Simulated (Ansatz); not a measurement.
Single-point calculation of Sn₈O

System: Sn₈O (slab, 9 atoms in the cell).
Method: DFT, PBEsol, plane waves, PAW, no spin polarisation (Ansatz 0.2.0).

The structure derives from an entry of the Crystallography Open Database. Figures and captions count atoms from 1; the log counts them from 0 in places.

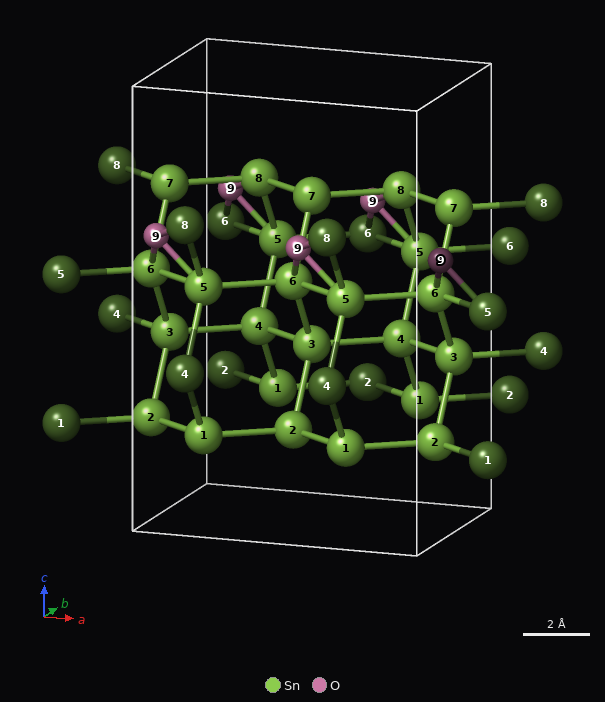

The structure as given in the input (ball-and-stick view of the 2 × 1 repeat of the cell, with the vacuum cut short, seen slightly off an axis; neighbours outside the cell are drawn fainter; atoms are numbered from 1 in the order of the input). An atom can appear more than once, as a periodic image. Near neighbours in the periodic cell (some may lie outside the picture): Sn has 3 Sn at 2.83 Å; Sn has 4 Sn at 2.83 to 2.87 Å; Sn has 1 O at 2.13 to 2.33 Å and 4 Sn at 2.83 to 2.87 Å; Sn has 1 O at 2.40 Å and 3 Sn at 2.83 Å; O has 3 Sn at 2.13 to 2.40 Å.

Input file:
```yaml
crystal:
  lattice:
    - [4.6255804186, 0.0, 0.0]
    - [0.0, 6.5415585618, 0.0]
    - [0.0, 0.0, 25.9383706279]
  atoms:
    - { symbol: Sn, position: [0.5, 0.0, 0.3276998437] }
    - { symbol: Sn, position: [0.0, 0.25, 0.3276998437] }
    - { symbol: Sn, position: [0.0, 0.5, 0.416864666] }
    - { symbol: Sn, position: [0.5, 0.75, 0.416864666] }
    - { symbol: Sn, position: [0.5, -0.0008212281, 0.507759393] }
    - { symbol: Sn, position: [0.0, 0.2508212281, 0.507759393] }
    - { symbol: Sn, position: [0.0, 0.5006201598, 0.5966396219] }
    - { symbol: Sn, position: [0.5, 0.7493798402, 0.5966396219] }
    - { symbol: O, position: [0.1666666667, 1.0006201598, 0.564573119] }
basis:
  ecutwfc: 420
kpoints:
  mp_grid: { grid: [6, 5, 1] }
hamiltonian:
  xc: pbesol
scf:
  occupations: { method: fermi_dirac, width: 0.01 }
  mixing: { algorithm: msr1, beta: 0.9, ndim: 4 }
output:
  forces: true
  eigenvalues: true
efield:
  axis: 3
  dipole_correction: true
  ramp_width: 0.04
```

Launched with:
```bash
ansatz run input.yaml --threads 2 --pin off --max-ram 5120MiB --backend cpu --events-out ev --progress --plain --runs-dir out
```

The program's output:
```
Engine: ansatz 0.2.0, x86_64-unknown-linux-gnu
Pseudopotentials: kind: paw
Pseudopotential: Sn, paw, valence charge 14, recommended cutoff 420 eV (normal), Sn.paw.azcp
Pseudopotential: O, paw, valence charge 6, recommended cutoff 420 eV (normal), O.paw.azcp
Functional definition: PBEsol
  exchange = pbesol_x
  correlation = pbesol_c
Crystal: 9 atoms, lattice volume = 784.856 Å³
Basis set: ecut = 420 eV, 15333 PW (Γ), exchange–correlation on 64×90×360 points (8 copies of the dense FFT grid, shifted against one another)
Bands: 71, of which v1, the nominal top of the filled ones, is band 59 counted from 1 (58 counted from 0)
Symmetry: 1 space group operations
Space group: P1 (ITA 1), of the structure as read, at distance tolerance 9.2e-5 Å
k-points: 16 of 30 (time reversal used)
Non-local potential: Sn, projectors of the file, l = 0: 2, l = 1: 2, l = 2: 2, l = 3: 2
Non-local potential: O, projectors of the file, l = 0: 2, l = 1: 2, l = 2: 1
PAW form: soft (Blöchl's): semilocal exchange-correlation on the pseudo side does not see the compensation charge
PAW frozen core: Sn, regenerated for the run's functional, and the local potential with it (the file was generated under x = pbe(κ = 0.804, μ = 0.2195149727645171), c = pbe(β = 0.06672455060314922))
PAW frozen core: O, regenerated for the run's functional, and the local potential with it (the file was generated under x = pbe(κ = 0.804, μ = 0.2195149727645171), c = pbe(β = 0.06672455060314922))
PAW one-centre angular grid: Sn, 590 points (default); XC on 64 Gauss nodes
PAW one-centre angular grid: O, 110 points (default); XC on 64 Gauss nodes
Initial density: superposition of atomic densities (neutral atoms: chi_scale 0, normalization atom), corrected by the library's trained network
Initial wavefunctions: pseudopotential atomic-orbital guess
Functional: x = pbesol(κ = 0.804, μ = 0.12345679012345678), c = pbesol(β = 0.046)
SCF iter   1: F=—  HF=-48153.739587 eV  |F-HF|=—  |Δ(HF+E_count)|=         —  Δρ=3.97e-3  dr2=1.35e-1  ethr=1.77e-3  p=0.036 e·Å  D=8.22e-3 V/Å  ΔV_dip=-0.21 eV  dr2_dipole=2.86e-5  V_vac-E_F(+/−)=4.30/4.51 eV  ⟨swp⟩=8.5  Hψ=4844  notcnv=0  defer=16
efield: sawtooth ramp at fractional position 0.9422 (placed from the atoms, in the widest stretch of the axis that holds none; the zero of the levels goes with the place), width 0.0400; the density the first Hamiltonian is built on has a dipole p = 0.036 e·Å; the dipole correction subtracts the counter field D = 8.22e-3 V/Å, which shifts the + side's vacuum level by -0.21 eV against the − side's; the planar-averaged density in the ramp window peaks in size at 7.9e-7 e/Å³
preconditioner: auto → LDOS  [insulator: Δε(μ)=0.039 eV  Ē_g=18.422 eV  σ=0.010 eV  W_gap=0.57  n_scr=118 (ndim 4)  ℏωp=14.4 eV  f_vac=0.602  D(μ)=9.55/eV (n_scr^D=40)  ε∞_Penn≈1.6  β=0.9 kept]
SCF iter   2: F=—  HF=-48153.721570 eV  |F-HF|=—  |Δ(HF+E_count)|=   1.80e-2  Δρ=1.36e-3  dr2=2.14e-2  ethr=1.14e-4  p=0.026 e·Å  D=5.91e-3 V/Å  ΔV_dip=-0.15 eV  dr2_dipole=1.98e-4  V_vac-E_F(+/−)=4.29/4.44 eV  ⟨swp⟩=3.2  Hψ=2454  notcnv=0  defer=65
SCF iter   3: F=—  HF=-48153.719537 eV  |F-HF|=—  |Δ(HF+E_count)|=   2.03e-3  Δρ=7.80e-4  dr2=6.82e-3  ethr=1.81e-5  p=0.024 e·Å  D=5.61e-3 V/Å  ΔV_dip=-0.15 eV  dr2_dipole=5.45e-6  V_vac-E_F(+/−)=4.27/4.41 eV  ⟨swp⟩=3.4  Hψ=2272  notcnv=0  defer=65
SCF iter   4: F=—  HF=-48153.718754 eV  |F-HF|=—  |Δ(HF+E_count)|=   7.83e-4  Δρ=3.42e-4  dr2=1.54e-3  ethr=5.78e-6  p=0.023 e·Å  D=5.34e-3 V/Å  ΔV_dip=-0.14 eV  dr2_dipole=8.31e-6  V_vac-E_F(+/−)=4.26/4.40 eV  ⟨swp⟩=2.7  Hψ=2040  notcnv=0  defer=65
SCF iter   5: F=—  HF=-48153.718621 eV  |F-HF|=—  |Δ(HF+E_count)|=   1.33e-4  Δρ=9.90e-5  dr2=1.83e-4  ethr=1.31e-6  p=0.022 e·Å  D=5.15e-3 V/Å  ΔV_dip=-0.13 eV  dr2_dipole=5.48e-6  V_vac-E_F(+/−)=4.25/4.38 eV  ⟨swp⟩=3.0  Hψ=2118  notcnv=0  defer=65
SCF iter   6: F=—  HF=-48153.718610 eV  |F-HF|=—  |Δ(HF+E_count)|=   1.10e-5  Δρ=2.87e-5  dr2=3.48e-5  ethr=1.55e-7  p=0.022 e·Å  D=5.10e-3 V/Å  ΔV_dip=-0.13 eV  dr2_dipole=3.06e-6  V_vac-E_F(+/−)=4.25/4.38 eV  ⟨swp⟩=3.0  Hψ=2050  notcnv=0  defer=65
SCF iter   7: F=—  HF=-48153.718612 eV  |F-HF|=—  |Δ(HF+E_count)|=   2.65e-6  Δρ=1.64e-5  dr2=1.19e-5  ethr=2.95e-8  p=0.022 e·Å  D=5.09e-3 V/Å  ΔV_dip=-0.13 eV  dr2_dipole=1.51e-6  V_vac-E_F(+/−)=4.25/4.38 eV  ⟨swp⟩=1.1  Hψ=1079  notcnv=0  defer=65
SCF iter   8: F=—  HF=-48153.718612 eV  |F-HF|=—  |Δ(HF+E_count)|=   1.31e-7  Δρ=1.06e-5  dr2=1.44e-6  ethr=1.01e-8  p=0.022 e·Å  D=5.08e-3 V/Å  ΔV_dip=-0.13 eV  dr2_dipole=1.06e-7  V_vac-E_F(+/−)=4.25/4.38 eV  ⟨swp⟩=3.0  Hψ=2002  notcnv=0  defer=65
SCF iter   9: F=—  HF=-48153.718612 eV  |F-HF|=—  |Δ(HF+E_count)|=   3.00e-7  Δρ=4.70e-6  dr2=5.27e-7  ethr=1.22e-9  p=0.022 e·Å  D=5.08e-3 V/Å  ΔV_dip=-0.13 eV  dr2_dipole=7.28e-8  V_vac-E_F(+/−)=4.25/4.38 eV  ⟨swp⟩=2.0  Hψ=2014  notcnv=0  defer=65
SCF iter  10: F=—  HF=-48153.718612 eV  |F-HF|=—  |Δ(HF+E_count)|=   4.73e-8  Δρ=2.26e-6  dr2=1.24e-7  ethr=4.47e-10  p=0.022 e·Å  D=5.08e-3 V/Å  ΔV_dip=-0.13 eV  dr2_dipole=1.29e-8  V_vac-E_F(+/−)=4.25/4.38 eV  ⟨swp⟩=2.4  Hψ=2030  notcnv=0  defer=65
SCF iter  11: F=-48153.718612 eV  HF=-48153.718612 eV  |F-HF|=1.39e-8  |Δ(HF+E_count)|=   3.54e-8  Δρ=1.35e-6  dr2=3.12e-8  ethr=8.47e-11  p=0.022 e·Å  D=5.08e-3 V/Å  ΔV_dip=-0.13 eV  dr2_dipole=6.25e-10  V_vac-E_F(+/−)=4.25/4.38 eV  ⟨swp⟩=19.0  Hψ=4878  notcnv=0
SCF 1 converged in 11 iterations: F = -48153.718612 eV  dr2 = 3.12e-8
  greatest PAW one-centre occupation: 0.992 electrons in one spin orbital (limit 2), on the Sn atom at site 7 (counted from 0), in its partial waves of l = 2
```

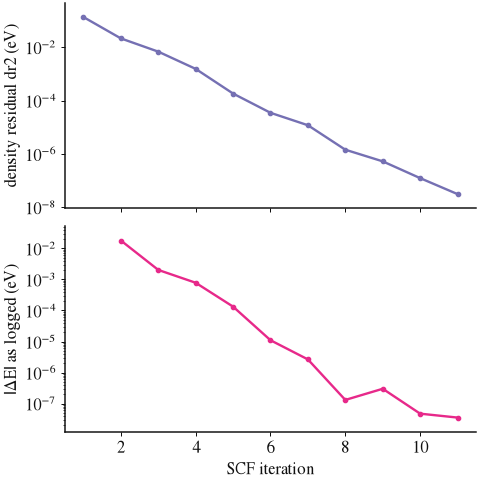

Convergence of the self-consistent field: density residual dr2 and size of the energy change against the SCF iteration. The residual falls at every step.

```
SCF converged after 11 iterations
Free energy (F): -48153.718612 eV
Harris-Foulkes:  -48153.718612 eV  (|F-HF|=1.39e-8)
Internal energy: -48153.715558 eV  (E = F + TS)
E sigma→0 (E₀):  -48153.717085 eV
Entropy (-TS):   -0.003054 eV (-0.339 meV/atom)
Fermi energy:    -0.127801 eV
Dipole field:    D = 0.005060 V/Å  (p = 0.021948 e·Å, saw-weighted, corrected)
Work function:   Φ+ = 4.2460 eV   Φ− = 4.3772 eV
Levels:          The Fermi level and band energies are counted from a zero that moves with the ramp; work functions are not
--- Per-component energies (eV) ---
  E_band       = -1901.548479
  E_kinetic    = 1666.887033
  E_local      = -85668.331868  (includes V_loc(G=0)·N_el)
  E_nonlocal   = -195.378486
  E_hartree    = 43014.738694
  E_xc         = -3101.547471
  E_vxc        = -861.650768  (∫ρ·V_xc dr)
  E_paw        = -32672.212482  (= ΣΔE_a)
  E_vpaw       = -2872.479652  (= ΣTr[D̂ρ^β])
  E_aug_tail   = 0.002302  (compensation charges beyond the density's cutoff)
  E_efield     = 0.000056  (sawtooth field / dipole correction)
  E_vefield    = -0.081578  (∫n·V_field dr)
  E_ewald      = 28799.812658
  E_core_change = 2.314006  (= ΣΔE_core)
  E_smearing   = -0.003054  (= −TS)
  E_closure    = 0.000000  (closes the sum)
  Σ components = -48153.718612   (vs F -48153.718612, Δ=0.00e0)
--- Forces (eV/Å), atoms counted from 1 ---
  atom   1  Sn     0.00967785     0.11600231    -0.02188002
  atom   2  Sn    -0.00097858    -0.05788461     0.00180711
  atom   3  Sn     0.04893141     0.01050448    -0.29015367
  atom   4  Sn    -0.13356680     0.02816015    -0.00255115
  atom   5  Sn    -0.04554722    -0.05740727    -0.44721467
  atom   6  Sn    -0.07498204    -0.09063676     0.41377733
  atom   7  Sn     0.13834381    -0.04605274     0.20199229
  atom   8  Sn    -0.61928575     0.08622472     0.13759874
  atom   9  O      0.67740057     0.01110646     0.00665421
  max |Σ_I F_I| component: 3.02e-5 eV/Å
--- Band table (eV; the first three rows and the last of 16) ---
  k-point 0: bands = ["-21.7942", "-21.7388", "-21.7158", "-21.6759", "-21.6484", "-21.6243", "-21.6063", "-21.5843", "-21.5793", "-21.5671", "-21.5585", "-21.5290", "-21.4941", "-21.4671", "-21.4605", "-21.4567", "-21.4347", "-21.4213", "-21.3913", "-21.3880", "-21.3783", "-21.3593", "-21.3524", "-21.3382", "-21.3187", "-21.3117", "-21.2842", "-21.2716", "-21.2518", "-21.2461", "-21.2424", "-21.2271", "-21.2099", "-21.1890", "-21.1752", "-21.1467", "-21.0957", "-21.0884", "-21.0682", "-20.9855", "-17.6978", "-9.9461", "-9.0789", "-8.4771", "-7.7481", "-7.1692", "-6.1891", "-4.4157", "-3.8870", "-3.2582", "-3.1129", "-2.5801", "-2.2733", "-1.9580", "-1.6284", "-1.4225", "-0.8435", "-0.4350", "-0.1603", "0.4917", "0.8240", "1.1666", "1.2309", "1.7024", "1.8572", "1.9506", "2.3340", "2.8934", "3.5843", "3.6950", "3.7898"]
  k-point 1: bands = ["-21.7917", "-21.7355", "-21.7140", "-21.6740", "-21.6560", "-21.6268", "-21.6080", "-21.5864", "-21.5777", "-21.5687", "-21.5519", "-21.5311", "-21.5057", "-21.4738", "-21.4628", "-21.4454", "-21.4336", "-21.4133", "-21.4057", "-21.3927", "-21.3742", "-21.3509", "-21.3436", "-21.3323", "-21.3167", "-21.3025", "-21.2914", "-21.2817", "-21.2549", "-21.2441", "-21.2386", "-21.2317", "-21.2144", "-21.1836", "-21.1688", "-21.1480", "-21.0992", "-21.0875", "-21.0707", "-20.9867", "-17.6966", "-9.8453", "-9.1030", "-8.5177", "-8.2386", "-6.6739", "-5.9370", "-4.7446", "-3.9564", "-3.5893", "-2.8852", "-2.4882", "-2.2506", "-1.9211", "-1.5675", "-1.0930", "-0.7062", "-0.5418", "-0.1125", "0.3111", "0.5373", "1.0499", "1.3629", "1.4899", "1.7374", "1.9105", "2.5462", "3.1848", "3.3360", "3.8940", "4.0417"]
  k-point 2: bands = ["-21.7874", "-21.7277", "-21.7118", "-21.6747", "-21.6647", "-21.6300", "-21.6088", "-21.5923", "-21.5839", "-21.5645", "-21.5486", "-21.5221", "-21.5183", "-21.4848", "-21.4651", "-21.4458", "-21.4302", "-21.4120", "-21.4105", "-21.3822", "-21.3787", "-21.3411", "-21.3345", "-21.3217", "-21.3120", "-21.3083", "-21.2874", "-21.2783", "-21.2631", "-21.2470", "-21.2438", "-21.2366", "-21.2231", "-21.1698", "-21.1554", "-21.1541", "-21.1074", "-21.0840", "-21.0766", "-20.9885", "-17.6947", "-9.5846", "-9.1607", "-8.8202", "-8.5375", "-6.0413", "-5.4064", "-5.2657", "-4.5172", "-3.5662", "-3.0299", "-2.6852", "-1.6766", "-1.4542", "-1.2910", "-0.8841", "-0.7676", "-0.6664", "-0.2886", "-0.0318", "0.3139", "0.8725", "1.1775", "1.4834", "1.7598", "1.9730", "2.8387", "3.1740", "3.7088", "3.9281", "4.1310"]
  k-point 15: bands = ["-21.8023", "-21.7531", "-21.7020", "-21.6912", "-21.6380", "-21.6187", "-21.6091", "-21.5791", "-21.5740", "-21.5508", "-21.5322", "-21.5157", "-21.4947", "-21.4813", "-21.4667", "-21.4561", "-21.4243", "-21.4094", "-21.3967", "-21.3920", "-21.3741", "-21.3694", "-21.3555", "-21.3498", "-21.3260", "-21.3173", "-21.3060", "-21.2829", "-21.2596", "-21.2224", "-21.2214", "-21.2084", "-21.2029", "-21.1961", "-21.1807", "-21.1786", "-21.1038", "-21.0998", "-21.0099", "-21.0083", "-17.6427", "-8.7801", "-8.4531", "-7.8973", "-7.6486", "-6.8889", "-6.6058", "-6.3201", "-6.0836", "-3.9574", "-3.6061", "-3.2970", "-2.4337", "-2.1131", "-1.9139", "-1.6520", "-1.1212", "-0.7845", "-0.6015", "-0.2712", "0.3015", "0.7023", "1.8102", "1.9940", "2.7214", "3.0192", "3.2817", "3.7931", "4.1651", "4.3551", "4.4840"]
```

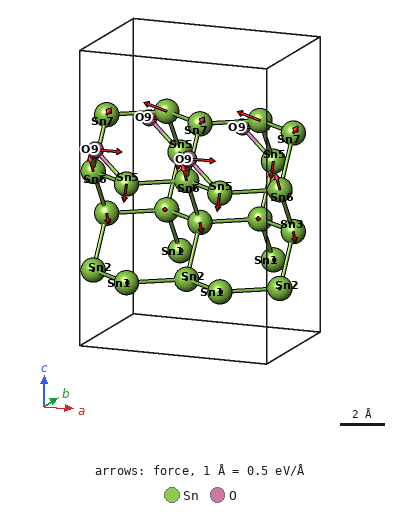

Forces on the atoms as red arrows (ball-and-stick view of the 2 × 1 repeat of the cell, with the vacuum cut short, seen slightly off an axis; atoms are numbered from 1 in the order of the input). The largest act on O9 (0.68 eV/Å); Sn8 (0.64 eV/Å); Sn5 (0.45 eV/Å); Sn6 (0.43 eV/Å), among others. The geometry is not a stationary point of this energy.

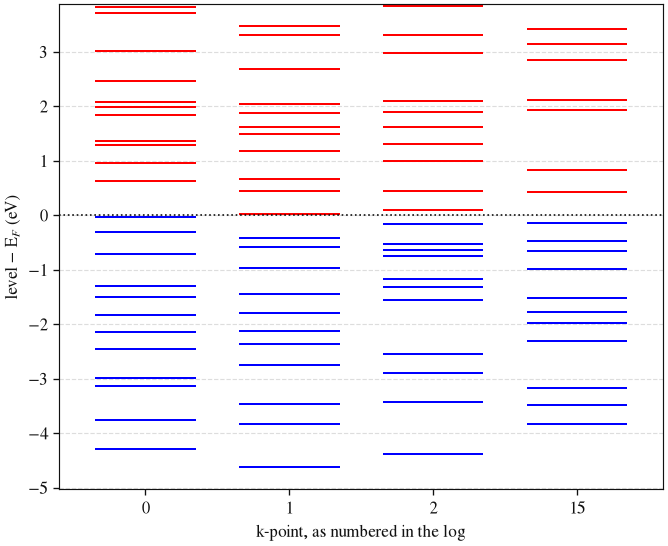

Kohn–Sham levels near the Fermi level (dotted) at the few k-points that the log prints; levels within 0.02 eV of each other stand side by side. The system is metallic on the full mesh.

Results in brief:

| quantity | value |
| --- | --- |
| outcome | converged |
| electrons treated | 118 |
| free energy | −48153.7186 eV |
| Fermi energy | −0.128 eV |
| gap on the k-point mesh | none (metallic) |
| largest force (length of the vector) | 0.678 eV/Å |
| hardware | 2 threads of Intel Xeon @ 2.50GHz (Skylake/Cascade Lake), 192 GiB of memory available, shared host |
| wall time | 68 s (CPU time 2.1 min) |
| peak memory | 1.4 GiB |

Remarks:

Settings chosen away from the usual ones: scf.occupations.method set to fermi_dirac (from gaussian); scf.occupations.width set to 0.01 (from 0.1); scf.mixing.algorithm set to msr1; scf.mixing.beta set to 0.9; scf.mixing.ndim set to 4.
